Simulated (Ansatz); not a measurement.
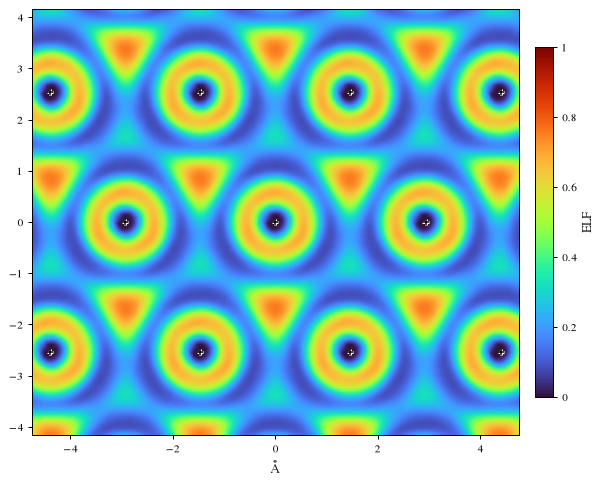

The ELF on a plane through atoms (crosses mark nuclei in the plane).

All numbers below come from Ansatz, DFT, r2SCAN, plane waves (500 eV) with PAW, scalar-relativistic.

Candidates:
A. C, a = 2.54 Å, b = 2.54 Å, c = 4.22 Å, α = 90.00°, β = 90.00°, γ = 120.00°. Space group P6₃/mmc; set up as C, lonsdaleite; changed on purpose from its base cell (volume × 1.04); computed pressure about −16 GPa in this cell.
B. Ni, a = 2.35 Å, b = 2.35 Å, c = 3.90 Å, α = 90.00°, β = 90.00°, γ = 120.00°. Space group P6₃/mmc; set up as Ni, hcp; a generated structure, not necessarily the stable one; changed on purpose from its base cell (volume × 0.88); computed pressure about 37 GPa in this cell; spin-polarised.
C. Ti, a = 2.94 Å, b = 2.94 Å, c = 4.64 Å, α = 90.00°, β = 90.00°, γ = 120.00°. Space group P6₃/mmc; set up as Ti, beta-Sn type; a generated structure, not necessarily the stable one; changed on purpose from its base cell (volume × 1.0); computed without spin polarisation.

> Which system is this?

Candidate C: Ti on the (001) plane of the conventional cell, which holds Ti. Ti–Ti (2.94 Å): the ELF is about 0.25 at the midpoint: no localised pair shows between them.
